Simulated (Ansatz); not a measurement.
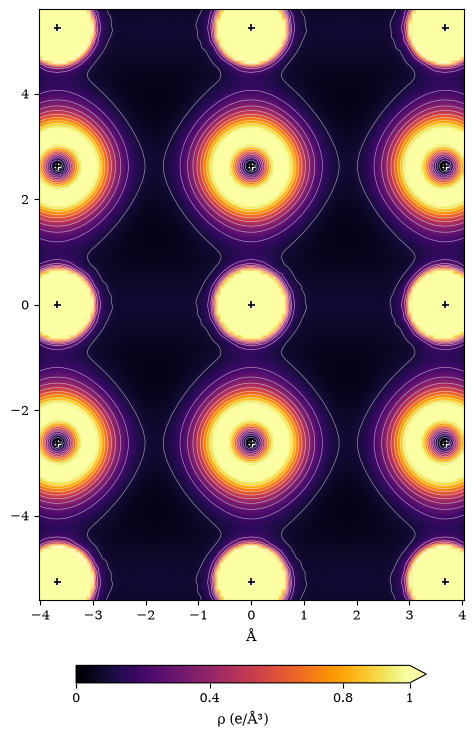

The valence pseudo-density on a plane through atoms (crosses mark nuclei in the plane).

Computed with DFT, PBE, PAW with Ansatz's default frozen-core files, scalar-relativistic in Ansatz.

Candidates:
A. VN, a = 2.86 Å, b = 2.86 Å, c = 4.13 Å, α = 90.00°, β = 90.00°, γ = 90.00°. Space group I4/mmm; changed on purpose from its base cell (equal xx and yy strain of -2 %, PAW files); computed pressure about 11 GPa in this cell; the program warned that a starting moment wasn't kept; spin-polarised, but the moments vanished.
B. MgS, a = 3.68 Å, b = 3.68 Å, c = 5.26 Å, α = 90.00°, β = 90.00°, γ = 90.00°. Space group I4/mmm; changed on purpose from its base cell (zz strain of +1 %, PAW files).
C. TaN, a = 3.06 Å, b = 3.06 Å, c = 4.93 Å, α = 90.00°, β = 90.00°, γ = 120.00°. Space group P6₃/mmc; computed pressure about 54 GPa in this cell.

Which system is this?

Candidate B: MgS on the (100) plane of the conventional cell, which holds Mg and S. Mg–S (2.63 Å): ρ at the midpoint is about 0.26 e/Å³.
